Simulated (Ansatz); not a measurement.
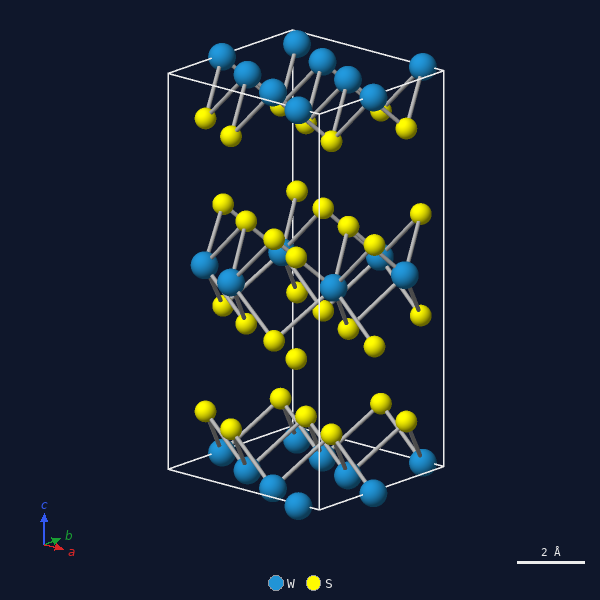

Structure drawing (ball-and-stick), viewed slightly off an axis. The supercell is outlined; an atom on or near a face, edge or corner is repeated at each equivalent position. The host is WS$_{2}$, in a cell of 42 sites, and the cell carries a charge of -1.

**Spot the defect.**

A tungsten vacancy. Around the empty site lie six S at about 2.4 Å.

Method used: Ansatz 0.2.0, DFT PBE+D3(BJ), scalar-relativistic, plane waves, PAW. It ran with E_cut = 420 eV, a 2×2×2 sampling of the Brillouin zone, Gaussian smearing of 0.01 eV, collinear spins.

**Is the defect magnetic?**

Yes, 1.0 μB in the cell.

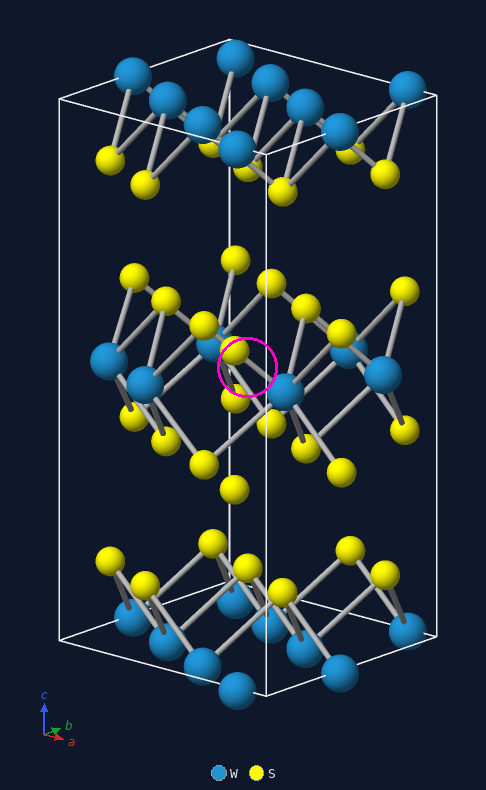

The same cell with a ring at the defect's site.

The atoms were relaxed in the host's cell with DFT PBE+D3(BJ), scalar-relativistic, plane waves, PAW in Ansatz 0.2.0.
